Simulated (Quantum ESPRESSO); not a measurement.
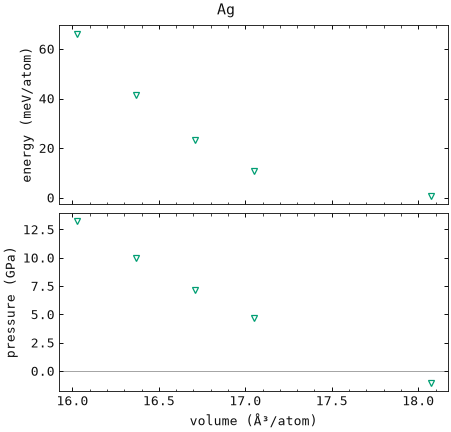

The picture above shows the energy and pressure against volume for Ag, space group Fm-3m (No. 225).

The given structure:
```
Ag
1.0
     0.00000    2.04275    2.04275
     2.04275    0.00000    2.04275
     2.04275    2.04275    0.00000
Ag
1
Direct
  0.00000 0.00000 0.00000
```

Calculation (Quantum ESPRESSO 7.5): plane-wave DFT, no spin polarisation; energies at scaled volumes of the given cell, shape and fractions fixed, counted from the fit's minimum, third-order Birch-Murnaghan fit. Level: PBE.

k mesh 11×11×11; occupations Fermi–Dirac; smearing width 0.05 eV; potentials JTH 2.0 PBE; wave cutoff 489.8 eV; density cutoff 2939 eV.

The points at volume 17.39 Å³/atom and 17.73 Å³/atom are left out of the plot. What values does the calculation give there?

```
volume (Å³/atom)  energy (meV/atom)  pressure (GPa)
           17.39               3.38            2.47
           17.73               0.20            0.59
```
